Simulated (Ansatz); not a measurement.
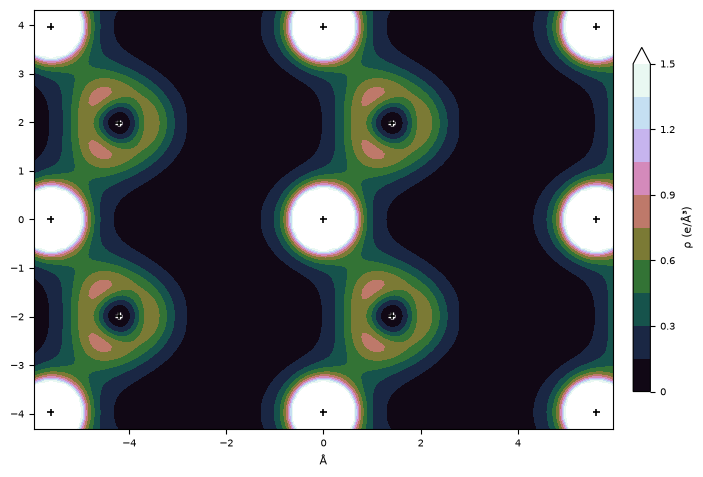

The valence electron density on a plane through atoms (crosses mark nuclei in the plane).

These are results of DFT, PBE, PAW with Ansatz's default frozen-core files, scalar-relativistic in Ansatz, not measurements.

Candidates:
A. Sc, a = 3.65 Å, b = 3.65 Å, c = 3.65 Å, α = 90.00°, β = 90.00°, γ = 90.00°. Space group Im-3m; computed without spin polarisation.
B. GaP, a = 5.61 Å, b = 5.61 Å, c = 5.61 Å, α = 90.00°, β = 90.00°, γ = 90.00°. Space group F-43m; computed pressure about −4 GPa in this cell.
C. O, a = 2.88 Å, b = 2.88 Å, c = 10.36 Å, α = 90.00°, β = 90.00°, γ = 120.00°. Space group R-3m; not relaxed (largest force 1.4 eV/Å).

### Which candidate gave the map?

Candidate B: GaP on the (101) plane of the conventional cell, which holds Ga and P. Ga–P (2.43 Å): ρ at the midpoint is about 0.49 e/Å³.
